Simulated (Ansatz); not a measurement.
Fe

The calculation's input:

```
crystal:
  lattice:
    - [2.3420307019, 0.0, 0.0]
    - [0.0, 2.3420307019, 0.0]
    - [0.0, 0.0, 2.3420307019]
  atoms:
    - { symbol: Fe, position: [0.0, 0.0, 0.0] }
hamiltonian:
  xc: revpbe
  pseudopotentials:
    kind: paw
    azcp:
      Fe: "pseudopotentials/Fe.paw.azcp"
basis:
  ecutwfc: 420
  fft_grid_basis: typed
kpoints:
  mp_grid: { grid: [15, 15, 15], shift: [0, 0, 0] }
magnetization:
  spin_polarized: false
scf:
  occupations: { method: fermi_dirac, width: 0.1 }
  lower_state_search: "off"
output:
  stress: true
  write_density: true
  write_potential: true
  elf: true
  volumetric_format: npy
```

Below, planes, directions and counts refer to the conventional cell (a = 2.34 Å, b = 2.34 Å, c = 2.34 Å, α = 90.00°, β = 90.00°, γ = 90.00°).

Space group Pm-3m; set up as Fe, simple cubic; a generated structure, not necessarily the stable one; changed on purpose from its base cell (volume × 1.08); computed pressure about −13 GPa in this cell; computed without spin polarisation.

These are results of DFT, revPBE, plane waves (420 eV) with PAW, scalar-relativistic in Ansatz, not measurements.

> What can the converged valence pseudo-density and electron localisation function tell about the bonding?

Fe–Fe (2.34 Å): the density is about 0.43 e/Å³ at the midpoint; the ELF is about 0.25 at the midpoint: no localised pair shows between them.

> Does the calculation give a band gap?

It is gapless in this calculation (a metal or semimetal).

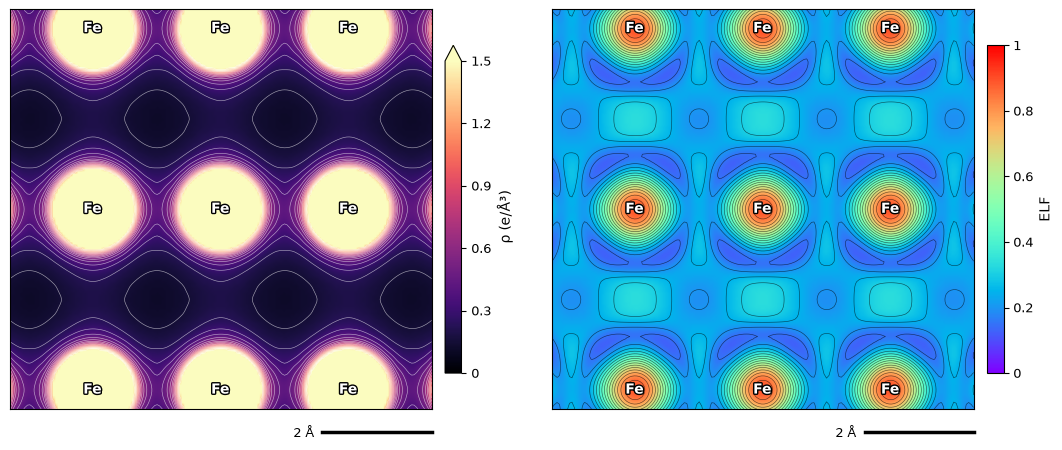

Computed valence pseudo-density and electron localisation function on the (101) plane of the conventional cell, in this order. 
